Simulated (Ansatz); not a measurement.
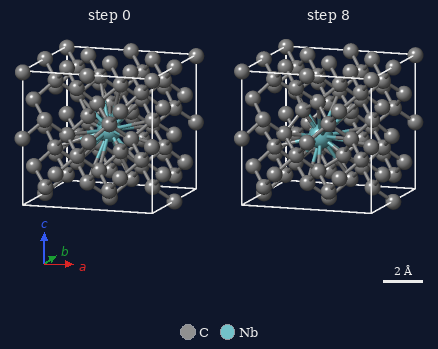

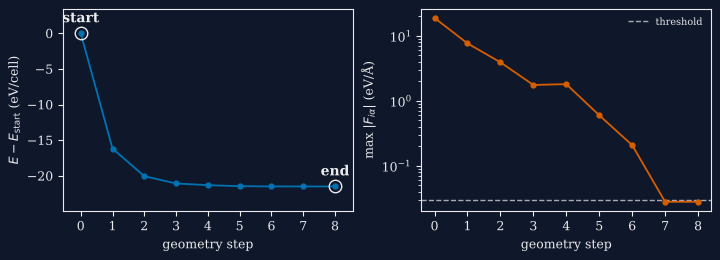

First and last geometry of a relaxation of a defect cell of composition C62Nb (cell charge +1), with the history of the run. The picture is a ball-and-stick view of the cell of the calculation (origin shifted), seen slightly off an axis.

Level of theory: Ansatz, DFT, PBEsol, PAW, plane waves. (plane-wave cutoff 420 eV; k-point mesh 1 × 1 × 1; mesh shifted by (0.25, 0.25, 0.25); collinear spin; atoms relaxed in a fixed cell; force threshold 0.03 eV/Å; at most 80 steps)

> What do the curves and the structures tell?

It converged. The largest move is that of the Nb atom, 0.54 Å along [−1 −1 −1]. By element the largest moves are Nb 0.54 Å, C 0.44 Å. The cell stays as it was. Among the contacts that change: C–Nb 1.513 → 2.108 Å, C–Nb 2.990 → 2.481 Å, C–Nb 2.504 → 2.962 Å, C–Nb 2.981 → 2.524 Å. Among the angles between lasting bonds that change: C–C–Nb 112.0° → 78.3°, C–C–Nb 110.5° → 78.3°, C–C–Nb 109.1° → 79.5°. The energy falls by 21.501 eV per cell of the calculation in 8 geometry steps. The largest force component goes from 19 to 0.028 eV/Å.

```tsv
step	E − E(0), meV/atom	largest force component, eV/Å
0	0.00	18.8783
1	-256.88	7.6609
2	-318.36	3.9217
3	-334.61	1.7551
4	-338.44	1.8069
5	-340.65	0.5995
6	-341.23	0.2075
7	-341.29	0.0279
8	-341.29	0.0279
```

Limits of the set-up: the periodic images lie only 7.1 Å apart, so the values are limited by the cell's size; the cell is charged, on a uniform background, and energies carry no finite-size correction.
